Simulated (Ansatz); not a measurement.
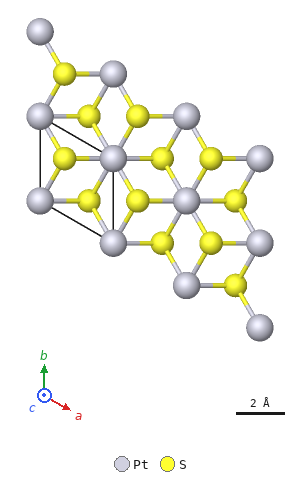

A crystal of PtS2 (P-3m1): the cell is strained along x alone, with the atoms kept at their fractional coordinates. x, y and z are the Cartesian axes of the input. The picture shows the reference cell. Style: ball-and-stick. Shown: the cell of the calculation, repeated 3 × 2 × 2 with one cell outlined, along the c axis.

All numbers below come from DFT PBE, scalar-relativistic, plane waves, PAW (Ansatz 0.2.0). Set-up: plane-wave cutoff 420 eV; k-point mesh 12 × 12 × 8; occupations gaussian; smearing width 0.05 eV; no spin polarisation. Energies (free energies at the smearing named) are counted from the cell as listed in its source, which wasn't relaxed.

```xyz
3
Lattice="3.5432 0.0000 0.0000 -1.7716 3.0685 0.0000 0.0000 0.0000 5.0388" Properties=species:S:1:pos:R:3 pbc="T T T"
Pt    0.0000    0.0000    0.0000
S     0.0000    2.0457    1.2597
S     1.7716    1.0228    3.7791
```

**Give the energy at each point (the strain: −0.1000, −0.0750, −0.0500, −0.0250, 0.0000, 0.0250, 0.0500, 0.0750, 0.0875, 0.1000).**

```tsv
strain	ΔE (meV/atom)
−0.1000	233.7
−0.0750	132.9
−0.0500	63.0
−0.0250	19.9
0.0000	0.0
0.0250	0.0
0.0500	16.8
0.0750	47.9
0.0875	68.0
0.1000	90.7
```

The lowest computed point lies at the strain 0.025 (0.0 meV/atom). The unrelaxed reference is under a pressure of 2.4 GPa, which tilts the curve. The distortion takes the space group from P-3m1 to C2/m. At the strain −0.10 the cell of the drawing goes a 3.543 → 3.189 Å, b 3.543 → 3.458 Å, γ 120.0° → 117.5°.

As a plot:

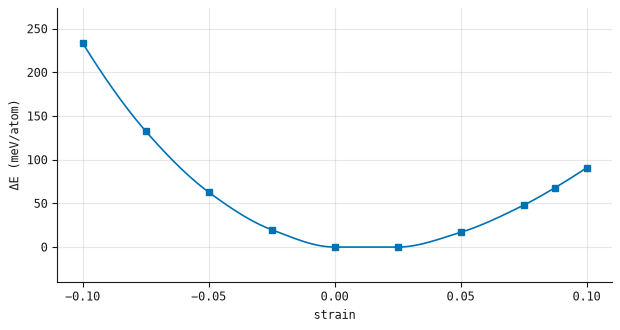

Limits of the set-up: layers or molecules are held without a dispersion correction, so their spacing is unreliable.
